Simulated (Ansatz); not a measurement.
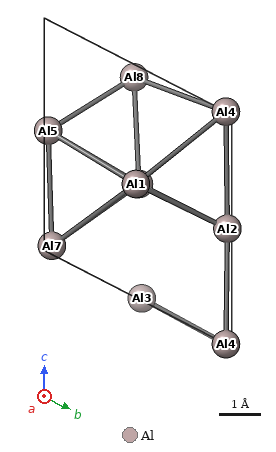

A crystal of Al (set up in P1), before the relaxation. Style: ball-and-stick. Shown: the cell of the calculation, reduced to other axes, along the a axis. Lengths and directions refer to the drawn axes.

Case: all atoms moved at random, sigma 0.1 Å for each component, cell strained at random, sigma 0.1; relaxed back.

These are results of DFT LDA, scalar-relativistic, plane waves, PAW in Ansatz, not measurements.

Input
```yaml
crystal:
  lattice:
    - [-0.1853565362, 4.3595071568, -3.4865703318]
    - [-4.132864255, -0.312036617, -3.983963485]
    - [-3.954053118, 4.678089173, 0.13322548]
  atoms:
    - { symbol: Al, position: [0.4857128912, 0.4890744125, 0.025531547] }
    - { symbol: Al, position: [-0.0119497999, 0.49948399, 0.0350098353] }
    - { symbol: Al, position: [0.5299802631, 0.0101420083, -0.0501161617] }
    - { symbol: Al, position: [0.0349263219, -0.00036122, -0.004054387] }
    - { symbol: Al, position: [0.4828740998, 0.5243090805, 0.4963740943] }
    - { symbol: Al, position: [0.009744472, 0.4958428705, 0.4852993806] }
    - { symbol: Al, position: [0.472865908, 0.0375276104, 0.4866029623] }
    - { symbol: Al, position: [-0.0041541562, -0.0560187522, 0.5253527292] }
basis:
  ecutwfc: 420
kpoints:
  mp_grid: { grid: [8, 8, 8] }
hamiltonian:
  xc: lda
scf:
  occupations: { method: gaussian, width: 0.15 }
output:
  forces: true
  stress: true
  eigenvalues: true
relax:
  adjacent_minimum: "off"
  f_tol: 0.01
  max_steps: 80
```

Launched with:
```bash
ansatz run input.yaml --threads 2 --pin off --max-ram 5120MiB --backend cpu --events-out ev --progress --plain --runs-dir out
```

Q: Where does the relaxation end?

A: The energy falls by 1.130 eV per cell of the calculation in 8 geometry steps. Largest force component: 1.7 eV/Å at the start, 0.0026 eV/Å at the end. Al7 moves most: 0.86 Å roughly along [0 −1 −3]. The lattice vectors keep their values. Some distances before and after: Al1–Al7 2.942 → 4.149 Å, Al4–Al5 4.052 → 3.034 Å, Al2–Al7 3.958 → 2.945 Å, Al3–Al6 4.029 → 3.031 Å. Bond angles that change, for instance: Al3–Al1–Al5 123.6° → 86.1°, Al3–Al1–Al6 98.5° → 62.8°, Al2–Al4–Al7 82.6° → 117.1°. The space group (tolerance 0.01 Å) goes from P1 (No. 1) to P-1 (No. 2).

The end point in the same view:

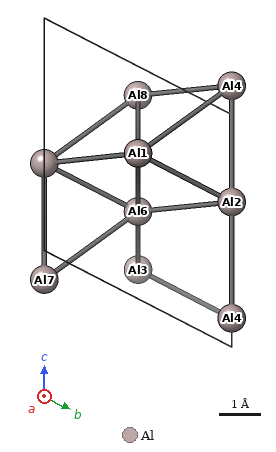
